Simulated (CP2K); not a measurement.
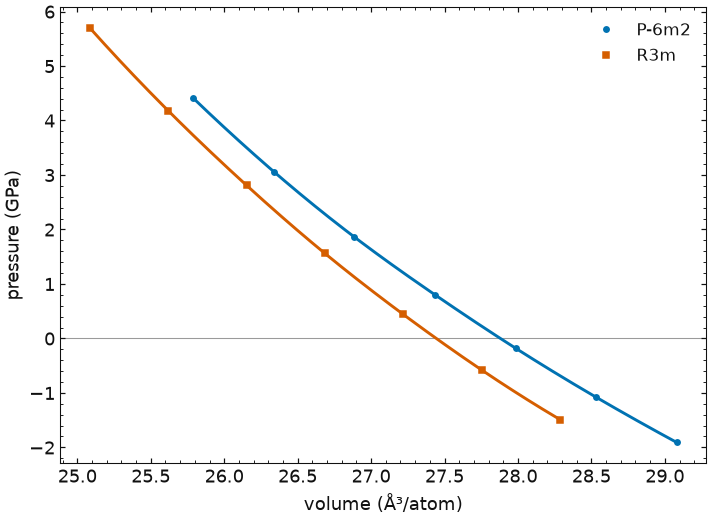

The picture above shows the pressure against volume, with one curve for each structure, for PbS.

Computed with CP2K 2026.2: DFT in Gaussian orbitals with a plane-wave density, no spin polarisation; energies at scaled volumes of the given cell, shape and fractions fixed, counted from the fit's minimum, third-order Birch-Murnaghan fit. Level: PBE.

| setting | value |
| --- | --- |
| occupations | Fermi–Dirac |
| smearing width | 0.05 eV |
| potentials | GTH PBE with UZH TZVP basis |
| density cutoff | 6123 eV |

Settings that differ: P-6m2: k mesh 8×8×7; R3m: k mesh 8×8×8.

> Order the curves by fitted equilibrium volume, smallest first.

R3m 27.444, P-6m2 27.875 Å³/atom.

> Order the curves by fitted bulk modulus, smallest first.

P-6m2 48.5, R3m 52.6 GPa.

Note: spin-orbit coupling left out, heavy elements; shape and atomic fractions are frozen while scaling, which makes layered, chain and framework solids too stiff.
